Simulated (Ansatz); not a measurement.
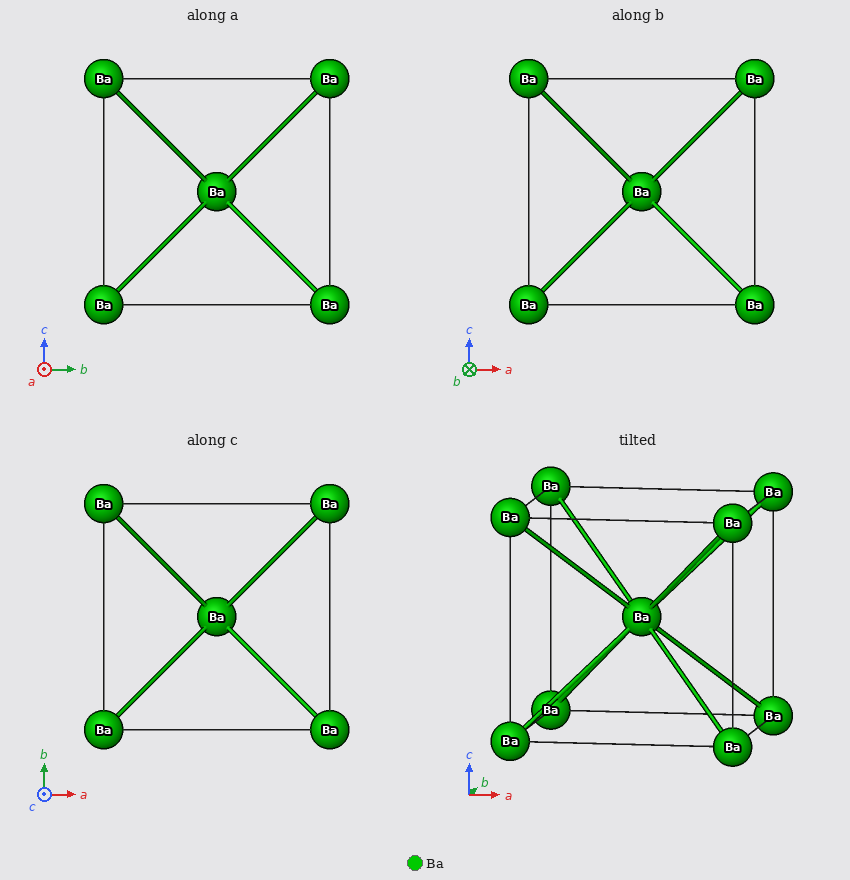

The crystal in a ball-and-stick representation, seen along the a axis, along the b axis, along the c axis and slightly off an axis. The lines enclose the conventional unit cell; boundary atoms appear with their images.

Lattice parameters: a = 4.887 Å, b = 4.887 Å, c = 4.887 Å, α = 90.00°, β = 90.00°, γ = 90.00°.

**Transcribe the picture into a table of Wyckoff sites.**

Space group Im-3m (No. 229).
```tsv
atom	site	x	y	z
Ba	2a	0.0000	0.0000	0.0000
```

The model was built from the standard structure of this element. Earlier steps of the study may have refined or changed the cell and positions. A calculation with Ansatz used it as input.
